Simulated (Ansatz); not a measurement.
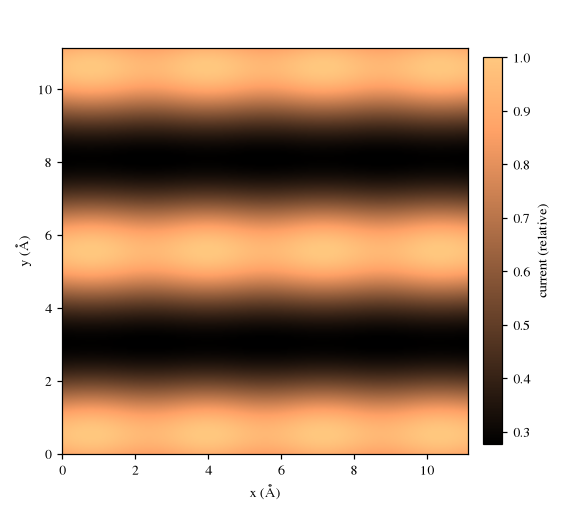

Simulated STM image (constant-height image 3.5 Å above the topmost atom, sample bias +1.50 V).

Images follow the Tersoff–Hamann model: the current is the local density of the sample's states between the Fermi level and the bias, at the tip's centre. Bias windows are sharp sums over the levels of the k mesh.

Read the surface lattice from the image: type, spacings and angle.

The pattern repeats on a rectangular lattice with shortest vectors of 3.2 Å and 5.1 Å at 90°, a cell of 16.2 Å², with 1 maximum above 60 % of the range in each cell.

The surface:

Hf(100) (P6_3/mmc bulk, 8 atomic planes (those closer than 0.6 Å count as one), 10 Å). The brightest spots lie over the sites above the Hf atoms 2.5 Å below the top plane; the darkest points are over the sites above the Hf atoms 1.6 Å below the top plane.

Theory: DFT PBE, scalar-relativistic, plane waves, PAW (Ansatz). Cutoff 420 eV, 18 × 12 k-points, Gaussian smearing 0.1 eV, dipole correction. The slab is a cut without reconstruction beyond its cell, at the source's lattice constants, with its lower half held fixed and the rest relaxed. Of the two ways to cut these planes this one leaves the wide spacing on top (1.85 Å as cut, then 0.92 Å); the other cut leaves better-bound surface atoms. No spin polarisation. Spin–orbit coupling is left out; with Hf it can shift levels and gaps. The run couldn't confirm all of its levels under its output density. The run warns that the functional's potential is rough in the thin density of the vacuum, where the tip is; weak contrasts and barriers may feel it.
